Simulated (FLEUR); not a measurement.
**A series of single points on Sc**

System: Sc (2 atoms in the cell).
Method: Kohn-Sham DFT of a periodic cell, PBE, all-electron, no spin polarisation (FLEUR MaX-R8.1 (later development tree)).

The 7 runs differ only in the geometry, by an even scaling of the cell at fixed fractional positions. The structure derives from an entry of the Crystallography Open Database.

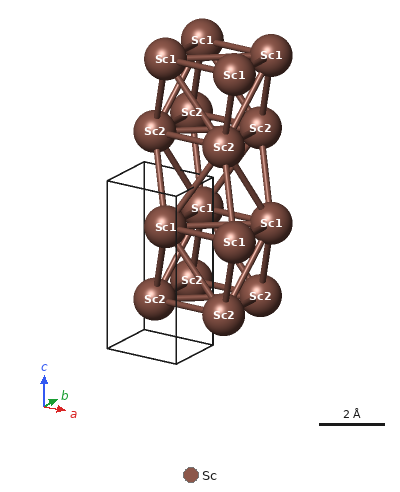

Figure 1. The structure of run 4 (ball-and-stick view of the cell of the calculation, repeated 2 × 2 × 2, seen slightly off an axis; atoms are numbered from 1 in the order of the input).

### Input of run 4
```
<?xml version="1.0" encoding="UTF-8" standalone="no"?>
<fleurInput fleurInputVersion="0.39">
   <comment>
      Sc                                                                                                  
   </comment>
   <calculationSetup>
      <cutoffs Kmax="4.1" Gmax="12.7" GmaxXC="12.7" numbands="0"/>
      <scfLoop itmax="60" minDistance="0.00001" maxIterBroyd="15" imix="Anderson" alpha="0.05" precondParam="0.0" spinf="2.0" sdNocoIR="T"/>
      <coreElectrons ctail="T" frcor="F" kcrel="0" coretail_lmax="0"/>
      <xcFunctional name="pbe" relativisticCorrections="F"/>
      <magnetism jspins="1"/>
      <soc l_soc="F" theta="0.0" phi="0.0" spav="F"/>
      <expertModes spex="0" secvar="F"/>
      <geometryOptimization l_f="T" forcealpha="1.0" forcemix="BFGS" epsdisp="0.0005" epsforce="0.0002"/>
      <ldaU l_linMix="F" mixParam="0.05" spinf="1.0"/>
   </calculationSetup>
   <cell>
      <bzIntegration valenceElectrons="22.0" mode="hist" fermiSmearingEnergy="0.00183747">
         <kPointListSelection listName="default-1"/>
         <!-- k-points included here -->
         <xi:include xmlns:xi="http://www.w3.org/2001/XInclude" href="kpts.xml"> </xi:include>
      </bzIntegration>
      <!-- symmetry operations included here -->
      <xi:include xmlns:xi="http://www.w3.org/2001/XInclude" href="sym.xml"> </xi:include>
      <bulkLattice scale="1.0">
         <bravaisMatrix>
            <row-1>    6.2531037463013996     0.0000000000000000     0.0000000000000000</row-1>
            <row-2>   -3.1265518731506998     5.4153466967537449     0.0000000000000000</row-2>
            <row-3>    0.0000000000000000     0.0000000000000000     9.9650927728531791</row-3>
         </bravaisMatrix>
      </bulkLattice>
   </cell>
   <atomSpecies>
      <species name="Scandium (Sc)" element="Sc" atomicNumber="21">
         <mtSphere radius="2.66" gridPoints="879" logIncrement="0.014"/>
         <atomicCutoffs lmax="11" lnonsphr="8"/>
         <electronConfig flipSpins="F">
            <coreConfig>(1s1/2) (2s1/2) (2p1/2) (2p3/2)</coreConfig>
            <valenceConfig>(3s1/2) (3p1/2) (3p3/2) (4s1/2) (3d3/2) (3d5/2)</valenceConfig>
            <stateOccupation state="(3d3/2)" spinUp="0.200000" spinDown="0.200000"/>
            <stateOccupation state="(3d5/2)" spinUp="0.300000" spinDown="0.300000"/>
         </electronConfig>
         <energyParameters s="4" p="4" d="3" f="4"/>
         <lo type="SCLO" l="0" n="3" eDeriv="0"/>
         <lo type="SCLO" l="1" n="3" eDeriv="0"/>
         <lo type="SCLO" l="1" n="3" eDeriv="1"/>
         <lo type="SCLO" l="2" n="3" eDeriv="2"/>
         <lo type="SCLO" l="3" n="4" eDeriv="2"/>
      </species>
   </atomSpecies>
   <atomGroups>
      <atomGroup species="Scandium (Sc)">
         <relPos label="                   1">-1.000/3.000 1.000/3.000 -1.000/4.000</relPos>
         <relPos label="                   2">1.000/3.000 -1.000/3.000 1.000/4.000</relPos>
         <force calculate="T" relaxXYZ="TTT"/>
      </atomGroup>
   </atomGroups>
   <output dos="F" band="F" slice="F">
      <checks vchk="F" cdinf="F"/>
      <bandDOS minEnergy="-.5*Htr" maxEnergy="0.5*Htr" sigma="0.015" storeEVData="T"/>
      <vacuumDOS vacdos="F" integ="F" star="F" nstars="0" locx1="0.0" locy1="0.0" locx2="0.0" locy2="0.0" nstm="0" tworkf="0.0"/>
      <unfoldingBand unfoldBand="F" supercellX="1" supercellY="1" supercellZ="1"/>
      <plotting iplot="0" polar="F">
         <plot TwoD="T" vec1="  1.0  0.0  0.0" vec2="  0.0  1.0  0.0" vec3="  0.0  0.0  1.0" zero="  0.0  0.0  0.0" file="plot"/>
      </plotting>
      <chargeDensitySlicing numkpt="0" minEigenval="0.0" maxEigenval="0.0" nnne="0" pallst="F"/>
      <specialOutput eonly="F"/>
      <moessbauerParams electricFieldGradient="T" isomerShift="T" coreHyperfine="T" valenceHyperfine="T"/>
      <magneticCircularDichroism mcd="F" energyLo="-10.0" energyUp="0.0"/>
   </output>
  <!-- We include the file relax.xml here to enable relaxations (see documentation) -->
  <xi:include xmlns:xi="http://www.w3.org/2001/XInclude" href="relax.xml"> <xi:fallback/> </xi:include>
</fleurInput>
```

Command:
```bash
inpgen -f crystal.txt -profile fastHighL; fleur_MPI
```

Run 6 has the same physical settings and fractional positions; its lattice vectors (Å) are:
```
   3.352544    0.000000    0.000000
  -1.676272    2.903389    0.000000
   0.000000    0.000000    5.342693
```

### Results, with one run withheld

| run | volume per atom (Å³) | free energy per atom, from the lowest run given (meV) |
| --- | --- | --- |
| 1 | 23.502 | 10.18 |
| 2 | 24.002 | 3.15 |
| 3 | 24.502 | 0.00 |
| 4 | 25.002 | 0.41 |
| 5 | 25.502 | 4.07 |
| 6 | 26.002 | ? |
| 7 | 26.502 | 20.09 |

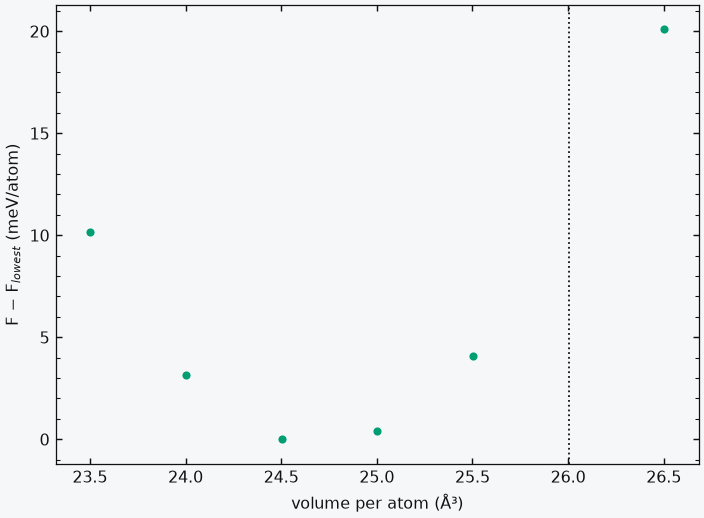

Figure 2. Free energy per atom of the runs given; the dotted line marks run 6.

Fit the runs given and predict run 6.

A cubic polynomial in V^(−2/3) (the Birch–Murnaghan form), fitted to the 6 runs given, misses them by under 0.01 meV per atom. With x = V^(−2/3) − 0.11758 Å⁻², it reads F = −0.15997 − 482.79 x + 6.7975e+05 x² − 1.8746e+06 x³ (meV per atom). At run 6 it gives 10.71 meV per atom, and the run itself gives 10.71. The fit has its minimum at 24.691 Å³ per atom, where V d²F/dV² gives 54.4 GPa. Cell shape and fractional positions are held, so this is the stiffness under even scaling; the relaxed bulk modulus wasn't computed.

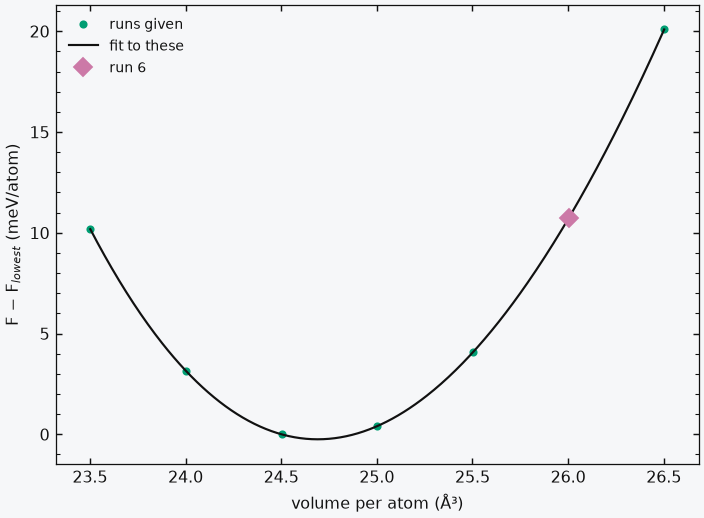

Figure 3. The fit and the withheld run.

### Output (run 6)
```
Welcome to FLEUR        (www.flapw.de)
      MaX-Release 8.1          (www.max-centre.eu)

 ========== k-point set info ==========
 Selected k-point list: default-1
 k-point list type: mesh
 9 x 9 x 5
 Number of k points: 36

 ------------Calculation Setup---------------------------
 Number of MPI-tasks      :            1
 Number of PE/node        :            1
 Number of OMP-threads    :            1
 Most efficient MPI parallelization for:
           1           2           3           4           6           9          12          18          36
 Additional eigenvalue parallelization possible
 Number of basis functions:          494
 Approximate size of matrices (H+S) per k-point:         0.004 GB
 --------------------------------------------------------

 Iteration:     1   Distance:       2.90545506 me/bohr^3

 Iteration:     2   Distance:       2.65553702 me/bohr^3

 Iteration:     3   Distance:       1.18961802 me/bohr^3

 Iteration:     4   Distance:       0.56653717 me/bohr^3

 Iteration:     5   Distance:       0.20506487 me/bohr^3

 Iteration:     6   Distance:       0.02203290 me/bohr^3

 Iteration:     7   Distance:       0.01699851 me/bohr^3

 Iteration:     8   Distance:       0.00289330 me/bohr^3

 Iteration:     9   Distance:       0.00357307 me/bohr^3

 Iteration:    10   Distance:       0.00037152 me/bohr^3

 Iteration:    11   Distance:       0.00006777 me/bohr^3

 Iteration:    12   Distance:       0.00002069 me/bohr^3

 Iteration:    13   Distance:       0.00000577 me/bohr^3

 ********************************************************************
 Run finished successfully
 Stop message:
   all done
 ********************************************************************
```
